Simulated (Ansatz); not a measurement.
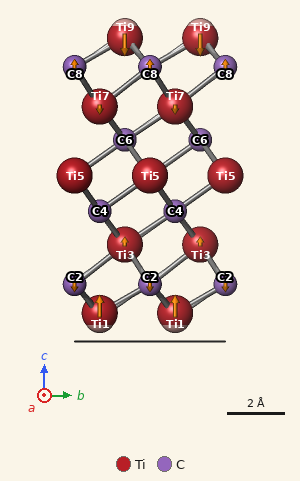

This is a relaxation of a slab of composition Ti$_{5}$C$_{4}$ (cut from the Fm-3m phase). The starting structure is drawn faded, the final one solid; orange arrows show the displacements, magnified 5 times.

A ball-and-stick model of the 2 × 2 repeat of the cell, outlined in the plane, without the vacuum, seen along the a axis.

Case: (1 1 1) slab, atoms relaxed. The slab is the (1 1 1) face of TiC.

Computed with Ansatz 0.2.0, DFT PBE, scalar-relativistic, plane waves, PAW. (plane-wave cutoff 420 eV; k-point mesh 12 × 12 × 1; occupations gaussian; smearing width 0.1 eV; no spin polarisation; dipole correction; atoms relaxed in a fixed cell; force threshold 0.02 eV/Å; at most 60 steps)

### Atoms of which element are displaced furthest, and by how much?

Titanium: up to 0.16 Å, against 0.07 Å for carbon.

### What happened in the run?

After 4 geometry steps the energy has fallen by 0.540 eV per cell of the calculation. Largest force component: 2.1 eV/Å at the start, 0.003 eV/Å at the end. The largest moves relative to the layer's centre, 0.16 Å, are those of Ti1 and Ti9. Ti1 goes along the normal (+c). Largest moves by element: Ti 0.16 Å, C 0.07 Å. The lattice vectors keep their values. Near-neighbour distances that change, for instance: C8–Ti9 2.166 → 2.038 Å, C2–Ti3 2.166 → 2.255 Å, Ti1–Ti3 3.064 → 2.990 Å, Ti3–Ti5 3.064 → 3.004 Å. Bond angles that change, for instance: Ti7–C8–Ti9 180.0° → 171.5°, Ti9–C8–Ti9 90.0° → 97.4°, C8–Ti9–C8 90.0° → 97.4°. The run took 80 s on 1 thread of Oxide Virtual Turin-like Processor (Zen 5), on a shared host, peak memory 0.54 GiB.
